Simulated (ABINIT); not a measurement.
# Run report: BN, single-point calculation

The run: single-point calculation of BN (2 atoms in the cell). Method and program: Kohn-Sham DFT of a periodic cell, PBEsol, JTH PAW PBE v2.0, no spin polarisation (ABINIT 10.8.3).

The structure derives from a Materials Project entry.

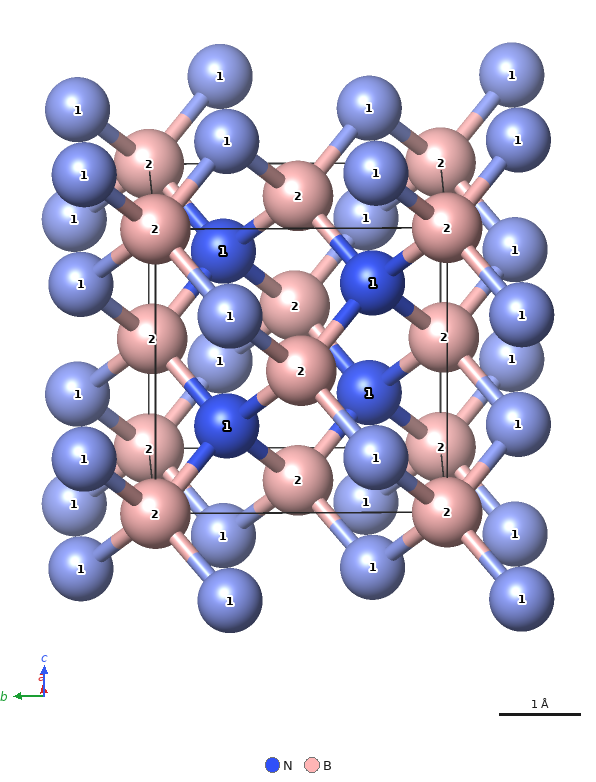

**Figure 1.** The structure (ball-and-stick view of the cell 4 times as large as that of the calculation, set on its symmetry axes, seen at an oblique angle; neighbours outside the cell are drawn fainter; atoms are numbered from 1 in the order of the input). An atom can appear more than once, as a periodic image. Near neighbours in the periodic cell (some may lie outside the picture): N has 4 B at 1.57 Å; B has 4 N at 1.57 Å.

### Input
```
pp_dirpath "./"
pseudos "N.GGA_PBE-JTH.xml, B.GGA_PBE-JTH.xml"

acell 3*1.0
rprim
     0.0000000000     3.4260753537     3.4260753537
     3.4260753537     0.0000000000     3.4260753537
     3.4260753537     3.4260753537     0.0000000000
ntypat 2
znucl 7 5
natom 2
typat 1 2
xcart
     0.9065005000     0.9065005000     0.9065005000
     0.0000000000     0.0000000000     0.0000000000 Angstrom

ecut 843.552974 eV
pawecutdg 53.0
pawxcdev 0

kptopt 1
ngkpt 13 13 13
nshiftk 1
shiftk 0.0 0.0 0.0

ixc -116133

nband 8
occopt 3
tsmear 0.05 eV

nstep 100
tolvrs 1.0e-9

iomode 3
prtwf 0
prtden 0
prteig 0
prtebands 0
enunit 2
```

Run as:
```bash
abinit run.abi > log 2>&1
```

### Log
```
.Version 10.8.3 of ABINIT
 Symmetries : space group F-4 3 m (#216); Bravais cF (face-center cubic)
================================================================================
 Values of the parameters that define the memory need of the present run
     intxc =       0    ionmov =       0      iscf =      17    lmnmax =       8
     lnmax =       4     mgfft =      27  mpssoang =       2    mqgrid =    3001
     natom =       2  nloc_mem =       2    nspden =       1   nspinor =       1
    nsppol =       1      nsym =      24    n1xccc =       1    ntypat =       2
    occopt =       3   xclevel =       2
       mpw =         676          nfft =       19683          nkpt =          84
 PAW method is used; the additional fine FFT grid is defined by:
   mgfftf=        32    nfftf =     32768
================================================================================
================================================================================

--------------------------------------------------------------------------------
------------- Echo of variables that govern the present computation ------------
--------------------------------------------------------------------------------
 -outvars: echo values of preprocessed input variables --------
            acell      1.0000000000E+00  1.0000000000E+00  1.0000000000E+00 Bohr
              amu      1.40067400E+01  1.08110000E+01
             ecut      3.10000000E+01 Hartree
           enunit           2
                       outvar_i_n : Printing only first  50 k-points.
              ixc     -116133
                       outvar_i_n : Printing only first  50 k-points.
         kptrlatt       13    0    0      0   13    0      0    0   13
          kptrlen      6.29876290E+01
            natom           2
            nband           8
            ngfft          27      27      27
          ngfftdg          32      32      32
             nkpt          84
            nstep         100
             nsym          24
           ntypat           2
                       prtocc : prtvol=0, do not print more k-points.
           occopt           3
        pawecutdg      5.30000000E+01 Hartree
         pawxcdev           0
           prtden           0
        prtebands           0
           prteig           0
            prtwf           0
            rprim      0.0000000000E+00  3.4260753537E+00  3.4260753537E+00
                       3.4260753537E+00  0.0000000000E+00  3.4260753537E+00
                       3.4260753537E+00  3.4260753537E+00  0.0000000000E+00
          spgroup         216
           tolvrs      1.00000000E-09
           tsmear      1.83746611E-03 Hartree
            typat      1  2
           useylm           1
                       outvars : Printing only first  50 k-points.
           xangst      9.0650050000E-01  9.0650050000E-01  9.0650050000E-01
                       6.0774285567E-10  6.0774285567E-10  6.0774285567E-10
            xcart      1.7130376780E+00  1.7130376780E+00  1.7130376780E+00
                       1.1484675522E-09  1.1484675522E-09  1.1484675522E-09
             xred      2.5000000017E-01  2.5000000017E-01  2.5000000017E-01
                       1.6760687283E-10  1.6760687283E-10  1.6760687283E-10
            znucl        7.00000    5.00000

================================================================================

 chkinp: Checking input parameters for consistency.

================================================================================
== DATASET  1 ==================================================================

--- !DatasetInfo
iteration_state: {dtset: 1, }
dimensions: {natom: 2, nkpt: 84, mband: 8, nsppol: 1, nspinor: 1, nspden: 1, mpw: 676, }
cutoff_energies: {ecut:  31.0, pawecutdg:  53.0, }
electrons: {nelect:   8.00000000E+00, charge:   0.00000000E+00, occopt:   3.00000000E+00, tsmear:   1.83746611E-03, }
meta: {optdriver: 0, ionmov: 0, optcell: 0, iscf: 17, paral_kgb: 0, }
...

 Real(R)+Recip(G) space primitive vectors, cartesian coordinates (Bohr,Bohr^-1):
 R(1)=  0.0000000  3.4260754  3.4260754  G(1)= -0.1459396  0.1459396  0.1459396
 R(2)=  3.4260754  0.0000000  3.4260754  G(2)=  0.1459396 -0.1459396  0.1459396
 R(3)=  3.4260754  3.4260754  0.0000000  G(3)=  0.1459396  0.1459396 -0.1459396
 Unit cell volume ucvol=  8.0430492E+01 bohr^3
 Angles (23,13,12)=  6.00000000E+01  6.00000000E+01  6.00000000E+01 degrees

 Coarse grid specifications (used for wave-functions):

 getcut: wavevector=  0.0000  0.0000  0.0000  ngfft=  27  27  27
         ecut(hartree)=     31.000   => boxcut(ratio)=   2.14416

 Fine grid specifications (used for densities):

 getcut: wavevector=  0.0000  0.0000  0.0000  ngfft=  32  32  32
         ecut(hartree)=     53.000   => boxcut(ratio)=   2.01528

--- Pseudopotential description ------------------------------------------------
- pspini: atom type   1  psp file is ./N.GGA_PBE-JTH.xml
 Pseudopotential format is: paw10
 basis_size (lnmax)=  4 (lmn_size=  8), orbitals=   0   0   1   1
 Spheres core radius: rc_sph= 1.20497474
 Shapefunction is SIN type: shapef(r)=[sin(pi*r/rshp)/(pi*r/rshp)]**2
 Radius for shape functions =  1.00243812
 Compensation charge density is not taken into account in XC energy/potential

- pspini: atom type   2  psp file is ./B.GGA_PBE-JTH.xml
 Pseudopotential format is: paw10
 basis_size (lnmax)=  4 (lmn_size=  8), orbitals=   0   0   1   1
 Spheres core radius: rc_sph= 1.70616958
 Shapefunction is SIN type: shapef(r)=[sin(pi*r/rshp)/(pi*r/rshp)]**2
 Radius for shape functions =  1.40269776
 Compensation charge density is not taken into account in XC energy/potential

   5.83076110E+01                                ecore*ucvol(ha*bohr**3)
--------------------------------------------------------------------------------

================================================================================

--- !BeginCycle
iteration_state: {dtset: 1, }
solver: {iscf: 17, nstep: 100, nline: 4, wfoptalg: 10, }
tolerances: {tolvrs: 1.00E-09, }
...

     iter   Etot(hartree)      deltaE(h)  residm     nres2
 ETOT  1  -12.947395951568    -1.295E+01 1.542E-01 1.777E+01
 ETOT  2  -12.946974462038     4.215E-04 4.449E-03 3.017E+00
 ETOT  3  -12.944097727520     2.877E-03 1.464E-03 2.849E-01
 ETOT  4  -12.943866270392     2.315E-04 7.577E-05 6.213E-03
 ETOT  5  -12.943873833796    -7.563E-06 9.802E-06 1.049E-03
 ETOT  6  -12.943874728530    -8.947E-07 2.937E-06 2.999E-05
 ETOT  7  -12.943874709804     1.873E-08 2.480E-07 4.458E-07
 ETOT  8  -12.943874710763    -9.591E-10 1.557E-07 1.127E-07
 ETOT  9  -12.943874710648     1.152E-10 1.576E-08 1.230E-08
 ETOT 10  -12.943874710637     1.030E-11 9.486E-09 7.024E-11

 At SCF step   10       nres2   =  7.02E-11 < tolvrs=  1.00E-09 =>converged.

 Cartesian components of stress tensor (hartree/bohr^3)
  sigma(1 1)=  2.10032918E-04  sigma(3 2)=  0.00000000E+00
  sigma(2 2)=  2.10032918E-04  sigma(3 1)=  0.00000000E+00
  sigma(3 3)=  2.10032918E-04  sigma(2 1)=  0.00000000E+00

--- !ResultsGS
iteration_state: {dtset: 1, }
comment   : Summary of ground state results
lattice_vectors:
- [  0.0000000,   3.4260754,   3.4260754, ]
- [  3.4260754,   0.0000000,   3.4260754, ]
- [  3.4260754,   3.4260754,   0.0000000, ]
lattice_lengths: [   4.84520,    4.84520,    4.84520, ]
lattice_angles: [ 60.000,  60.000,  60.000, ] # degrees, (23, 13, 12)
lattice_volume:   8.0430492E+01
convergence: {deltae:  1.030E-11, res2:  7.024E-11, residm:  9.486E-09, diffor: null, }
etotal    :  -1.29438747E+01
entropy   :   0.00000000E+00
fermie    :   3.59260634E-01
cartesian_stress_tensor: # hartree/bohr^3
- [  2.10032918E-04,   0.00000000E+00,   0.00000000E+00, ]
- [  0.00000000E+00,   2.10032918E-04,   0.00000000E+00, ]
- [  0.00000000E+00,   0.00000000E+00,   2.10032918E-04, ]
pressure_GPa:  -6.1794E+00
xred      :
- [  2.5000E-01,   2.5000E-01,   2.5000E-01,  N]
- [  1.6761E-10,   1.6761E-10,   1.6761E-10,  B]
cartesian_forces: # hartree/bohr
- [ -1.96481757E-29,  -1.96481757E-29,   5.89445272E-29, ]
- [  1.96481757E-29,   1.96481757E-29,  -5.89445272E-29, ]
force_length_stats: {min:   6.51656267E-29, max:   6.51656267E-29, mean:   6.51656267E-29, }
...

 Integrated electronic density in atomic spheres:
 ------------------------------------------------
 Atom  Sphere_radius  Integrated_density
    1        1.20497          2.70309238
    2        1.70617          2.04243646

================================================================================

 ----iterations are completed or convergence reached----

 Mean square residual over all n,k,spin=   23.338E-12; max=  94.857E-10
 reduced coordinates (array xred) for    2 atoms
       0.250000000168      0.250000000168      0.250000000168
       0.000000000168      0.000000000168      0.000000000168
 rms dE/dt=  1.9040E-28; max dE/dt=  2.6926E-28; dE/dt below (all hartree)
    1      -0.000000000000     -0.000000000000      0.000000000000
    2       0.000000000000      0.000000000000      0.000000000000

 cartesian coordinates (angstrom) at end:
    1      0.90650050000000     0.90650050000000     0.90650050000000
    2      0.00000000060774     0.00000000060774     0.00000000060774

 cartesian forces (hartree/bohr) at end:
    1     -0.00000000000000    -0.00000000000000     0.00000000000000
    2      0.00000000000000     0.00000000000000    -0.00000000000000
 frms,max,avg= 3.7623392E-29 5.8944527E-29   0.000E+00  0.000E+00  0.000E+00 h/b

 cartesian forces (eV/Angstrom) at end:
    1     -0.00000000000000    -0.00000000000000     0.00000000000000
    2      0.00000000000000     0.00000000000000    -0.00000000000000
 frms,max,avg= 1.9346726E-27 3.0310495E-27   0.000E+00  0.000E+00  0.000E+00 e/A
 length scales=  1.000000000000  1.000000000000  1.000000000000 bohr
              =  0.529177210544  0.529177210544  0.529177210544 angstroms
 Fermi (or HOMO) energy (hartree) =   0.35926   Average Vxc (hartree)=  -0.47635
 Eigenvalues (hartree) for nkpt=  84  k points:
 kpt#   1, nband=  8, wtk=  0.00046, kpt=  0.0000  0.0000  0.0000 (reduced coord)
  -0.42794    0.31300    0.31300    0.31300    0.63276    0.63276    0.63276    0.68431
      occupation numbers for kpt#   1
   2.00000    2.00000    2.00000    2.00000    0.00000    0.00000    0.00000    0.00000
 prteigrs : prtvol=0 or 1, do not print more k-points.

 Fermi (or HOMO) energy (eV) =   9.77598   Average Vxc (eV)= -12.96218
 Eigenvalues (   eV  ) for nkpt=  84  k points:
 kpt#   1, nband=  8, wtk=  0.00046, kpt=  0.0000  0.0000  0.0000 (reduced coord)
 -11.64490    8.51720    8.51720    8.51720   17.21822   17.21822   17.21822   18.62110
 prteigrs : prtvol=0 or 1, do not print more k-points.

--- !EnergyTerms
iteration_state     : {dtset: 1, }
comment             : Components of total free energy in Hartree
kinetic             :  7.89955445325448E+00
hartree             :  1.79347571164634E+00
xc                  : -3.87130332418291E+00
Ewald energy        : -1.31304314006389E+01
psp_core            :  7.24944099992149E-01
local_psp           : -7.74225705349359E+00
PAW spherical_terms :  1.38214156938389E+00
internal            : -1.29438759440386E+01
'-kT*entropy'       : -1.50992141046462E-15
total_energy        : -1.29438759440386E+01
total_energy_eV     : -3.52220807833295E+02
...

--- !EnergyTermsDC
iteration_state     : {dtset: 1, }
comment             : '"Double-counting" decomposition of free energy'
band_energy         :  1.93338477008575E-01
Ewald energy        : -1.31304314006389E+01
psp_core            :  7.24944099992149E-01
xc_dc               : -9.82183062720724E-01
PAW spherical_terms :  2.50457175721471E-01
internal            : -1.29438747106375E+01
'-kT*entropy'       : -1.50992141046462E-15
total_energy_dc     : -1.29438747106375E+01
total_energy_dc_eV  : -3.52220774270741E+02
...

--- !EnergyTermsWithPAWCore
iteration_state     : {dtset: 1, }
comment             : 'Components of total free energy, including PAW core contributions'
Total energy        : -7.93869297620345E+01
Total energy DC     : -7.93869285286333E+01
Total energy (eV)   : -2.16022840863728E+03
Total energy DC (eV): -2.16022837507473E+03
...

 Cartesian components of stress tensor (hartree/bohr^3)
  sigma(1 1)=  2.10032918E-04  sigma(3 2)=  0.00000000E+00
  sigma(2 2)=  2.10032918E-04  sigma(3 1)=  0.00000000E+00
  sigma(3 3)=  2.10032918E-04  sigma(2 1)=  0.00000000E+00

-Cartesian components of stress tensor (GPa)         [Pressure= -6.1794E+00 GPa]
- sigma(1 1)=  6.17938179E+00  sigma(3 2)=  0.00000000E+00
- sigma(2 2)=  6.17938179E+00  sigma(3 1)=  0.00000000E+00
- sigma(3 3)=  6.17938179E+00  sigma(2 1)=  0.00000000E+00

== END DATASET(S) ==============================================================
================================================================================

 -outvars: echo values of variables after computation  --------
            acell      1.0000000000E+00  1.0000000000E+00  1.0000000000E+00 Bohr
           etotal     -1.2943874711E+01
            fcart     -1.9648175720E-29 -1.9648175720E-29  5.8944527159E-29
                       1.9648175720E-29  1.9648175720E-29 -5.8944527159E-29
            rprim      0.0000000000E+00  3.4260753537E+00  3.4260753537E+00
                       3.4260753537E+00  0.0000000000E+00  3.4260753537E+00
                       3.4260753537E+00  3.4260753537E+00  0.0000000000E+00
           strten      2.1003291809E-04  2.1003291809E-04  2.1003291809E-04
                       0.0000000000E+00  0.0000000000E+00  0.0000000000E+00
           xangst      9.0650050000E-01  9.0650050000E-01  9.0650050000E-01
                       6.0774285567E-10  6.0774285567E-10  6.0774285567E-10
             xred      2.5000000017E-01  2.5000000017E-01  2.5000000017E-01
                       1.6760687283E-10  1.6760687283E-10  1.6760687283E-10
 Calculation completed.
```

### Summary

- outcome: converged
- space group (tolerance 0.01 Å): F-43m (216)
- electrons treated: 8
- free energy: −352.2208 eV
- Fermi energy: 9.776 eV
- gap on the k-point mesh: 4.34 eV
- pressure: −6.18 GPa
- largest force (length of the vector): under 0.001 eV/Å
- hardware: 1 thread of Arm Neoverse V2, 24 GiB of memory available, shared host
- wall time: 14 s
- peak memory: 0.09 GiB

### Remarks

The cell is under a tension of 6.2 GPa at this level, so it is not at its equilibrium volume.
